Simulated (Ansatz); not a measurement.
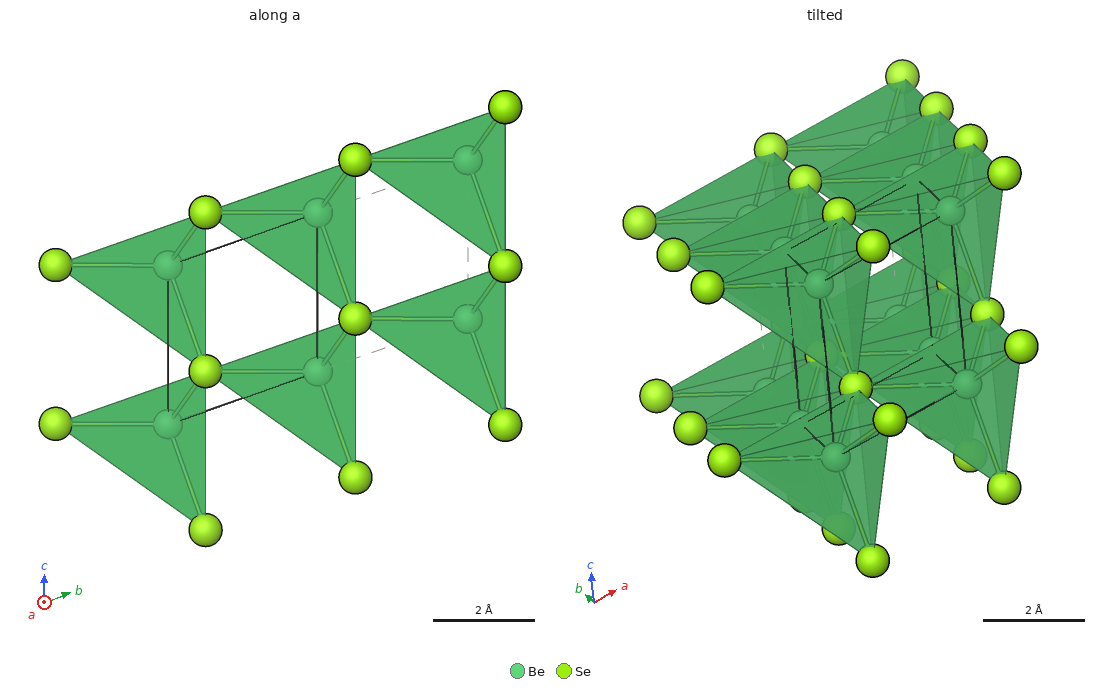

Drawn in the polyhedral manner and seen along the a axis and slightly off an axis. The drawing covers 1×2×1 cells, and the solid lines enclose one simulation cell. Some atoms of the next cells are drawn as well.

The calculation's input:
```yaml
crystal:
  lattice:
    - [-0.0117999464, 2.5821406042, 2.5821406042]
    - [2.5821406042, -0.0117999464, 2.5821406042]
    - [2.5821406042, 2.5821406042, -0.0117999464]
  atoms:
    - { symbol: Be, position: [-0.000223597, -0.000223597, -0.000223597] }
    - { symbol: Se, position: [0.250223597, 0.250223597, 0.250223597] }
kpoints:
  mp_grid: { grid: [6, 6, 6] }
  band_path:
    path:
      - [0.0, 0.0, 0.0]
      - [-0.5, -0.5, 0.0]
      - [-0.375, -0.375, 0.25]
      - [-0.375, 0.0, 0.375]
      - [0.0, 0.0, 0.5]
      - [-0.5, -0.25, 0.25]
    npoints: 1
hamiltonian:
  xc: hse06
scf:
  occupations: { method: fixed }
  n_extra_bands: 4
output:
  forces: true
  stress: true
  eigenvalues: true
```

The numbers come from DFT, HSE06, plane waves, PAW in Ansatz 0.2.0, using plane-wave cutoff 420 eV, k-mesh 6×6×6, no spin polarisation.

> Is it conducting or gapped at this level?

An insulator at this level, with a gap of 3.47 eV, indirect; the smallest direct gap is 5.27 eV.

> What is the computed pressure?

The computed pressure is -1.3 GPa (stretched: it would shrink).

Source of the structure: a structure type filled with these elements by a generator (whether the compound takes this form wasn't checked). The cell was then strained or its atoms displaced on purpose. A calculation with Ansatz used it as input.
